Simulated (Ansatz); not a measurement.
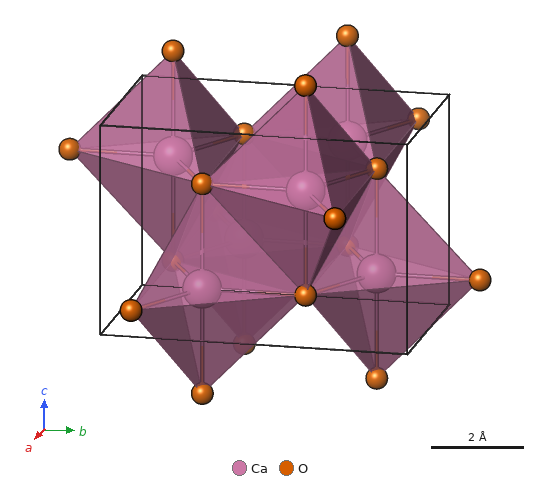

This polyhedral model is shown slightly off an axis. The lines enclose the conventional unit cell; boundary atoms appear with their images. A few atoms beyond the faces are included.

CaO, space group Cmcm (No. 63), a = 4.080 Å, b = 6.895 Å, c = 4.770 Å, α = 90.00°, β = 90.00°, γ = 90.00°. The cell started as a structure type filled with these elements by a generator (whether the compound takes this form wasn't checked). The cell was then strained or its atoms displaced on purpose. Ansatz was used for an electronic-structure calculation on it.

This one geometry was computed with Ansatz (DFT, plane waves, PAW) at three levels of theory: PBE, HSE06 and r2SCAN. It was relaxed with r2SCAN and then strained.

Q: Which level gives the highest pressure at this volume, and what does that say about its equilibrium volume?

A: Highest: PBE (-0.3 GPa), which points to the largest equilibrium volume. Lowest, with the smallest volume: HSE06 (-1.9 GPa) and r2SCAN (-2.1 GPa). Levels within 0.5 GPa of each other can't be told apart.

Q: How does the band gap change with the level of theory?

A: PBE: a gap of 3.08 eV, direct; r2SCAN: a gap of 3.51 eV, direct; HSE06: a gap of 4.45 eV, direct.

Q: Collect the results in a table.

A:
| level | cutoff (eV) | k-mesh of the run's cell | gap (eV) | pressure (GPa) |
| --- | --- | --- | --- | --- |
| PBE | 420 | 12×12×6 | 3.08 | -0.3 |
| HSE06 | 420 | 6×6×4 | 4.45 | -1.9 |
| r2SCAN | 500 | 12×12×6 | 3.51 | -2.1 |

Gaps are taken on the k-mesh or band path of each run.
